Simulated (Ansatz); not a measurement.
# Zn$_{4}$SiN: what the fields show

Input

```
crystal:
  lattice:
    - [0.0, 3.5290153903, 3.5290153903]
    - [3.5290153903, 0.0, 3.5290153903]
    - [3.5290153903, 3.5290153903, 0.0]
  atoms:
    - { symbol: Zn, position: [0.6248992362, 0.6248992362, 0.6248992362] }
    - { symbol: Zn, position: [0.6248992362, 0.6248992362, 0.1253022915] }
    - { symbol: Zn, position: [0.6248992362, 0.1253022915, 0.6248992362] }
    - { symbol: Zn, position: [0.1253022915, 0.6248992362, 0.6248992362] }
    - { symbol: Si, position: [0.0, 0.0, 0.0] }
    - { symbol: "N", position: [0.25, 0.25, 0.25], spin: 1.27 }
basis:
  ecutwfc: 420
kpoints:
  mp_grid: { grid: [10, 10, 10] }
hamiltonian:
  xc: pbe
scf:
  occupations: { method: gaussian, width: 0.1 }
output:
  forces: true
  stress: true
  eigenvalues: true
  populations: true
  write_density: true
  write_potential: true
  elf: true
  volumetric_format: npy
magnetization:
  spin_polarized: true
relax:
  adjacent_minimum: "off"
  f_tol: 0.01
  max_steps: 80
  cell: { stress_tol: 0.05 }
```

Run with:

```sh
ansatz run input.yaml --threads 1 --pin off --max-ram 2560MiB --backend cpu --events-out ev --progress --plain --runs-dir out
```

Below, planes, directions and counts refer to the conventional cell (a = 7.07 Å, b = 7.07 Å, c = 7.07 Å, α = 90.00°, β = 90.00°, γ = 90.00°).

The fields are those of the run's last geometry, not of the input's.

Space group F-43m; a structure generated by program, which may or may not match a known phase; spin-polarised.

Theory: DFT PBE, scalar-relativistic, plane waves, PAW (Ansatz).

Core electrons are frozen (PAW), and the valence fields are smoothed inside the atomic spheres.

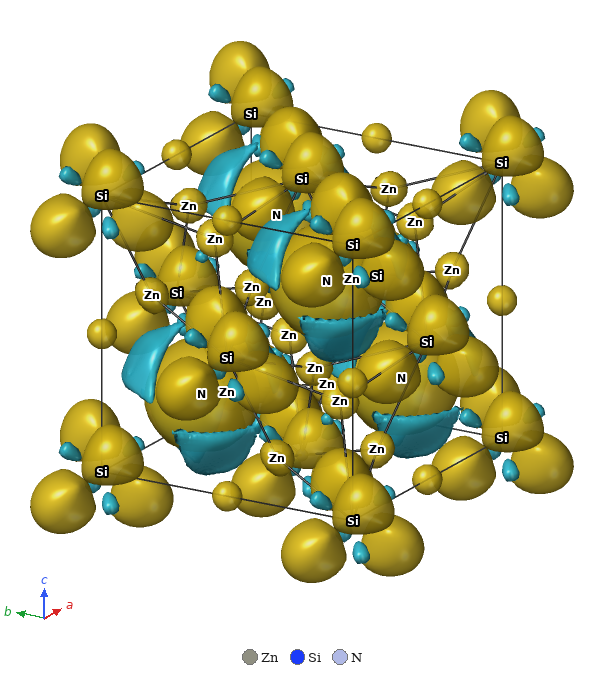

Figure 1. Isosurfaces of the spin density at +0.005 (yellow) and −0.005 e/Å³ (cyan), seen at an oblique angle. Sticks mark near contacts.

Question: Which atoms carry the moments, and with what signs?

Answer: The spin density sits on N: +1.1 μB (×4) in one cell of 24 atoms: parallel main moments, as they must be, since the calculation's own cell holds one magnetic site. The cell of the calculation (6 atoms) carries 1.1 μB of net spin moment.

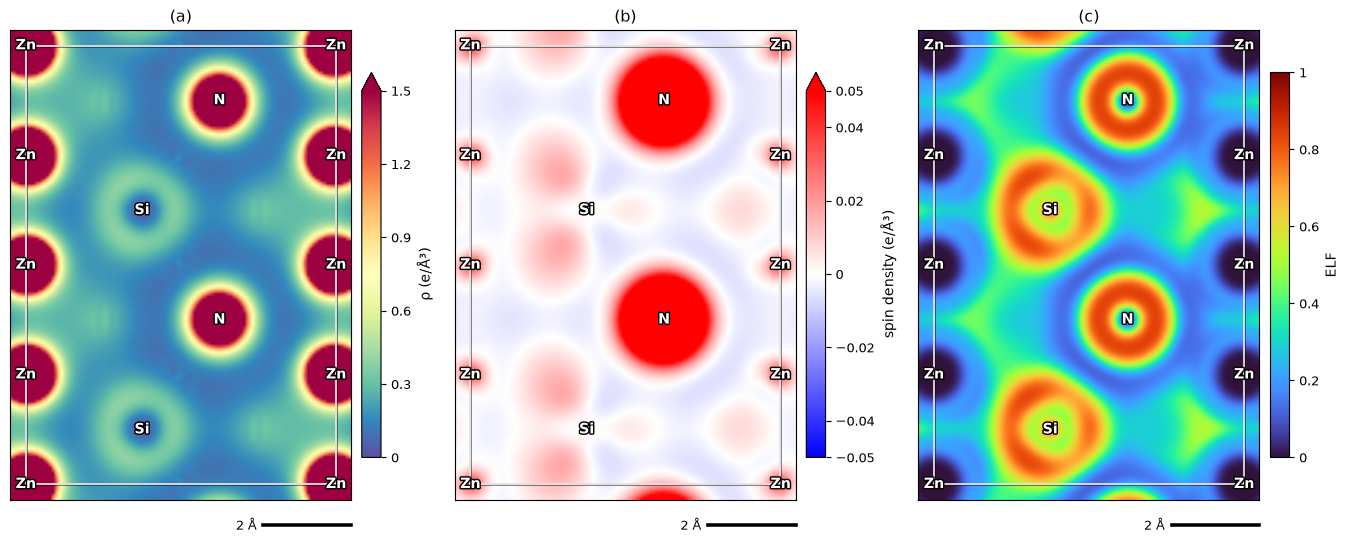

Figure 2. (a) valence charge density (pseudo); (b) magnetisation density (up minus down); (c) electron localisation function on the (101) plane of the conventional cell.

Question: What do the fields say about this system?

Answer:
- The plane passes through Zn, Si and N nuclei.
- Zn–N (2.93 Å): ρ at the midpoint is about 0.12 e/Å³; the ELF is about 0.15 at the midpoint (no shared electron pair shows on this line).
- Zn–Si (2.93 Å): ρ at the midpoint is about 0.19 e/Å³; the ELF peaks at about 0.80 in the valence shell of Si, 0.9 Å from its nucleus, and drops to about 0.20 between the two atoms.
- Si–N (3.06 Å): the density is about 0.15 e/Å³ at the midpoint, with its minimum of 0.12 e/Å³ about 1.7 Å from Si; the ELF is about 0.15 at the midpoint (no localised pair shows between them).
- Between the atoms the lowest density in this plane is 0.09 e/Å³.

Question: Does the calculation make it a metal, or give it a gap?

Answer: It is metallic or semimetallic at this level of theory: no gap opens.
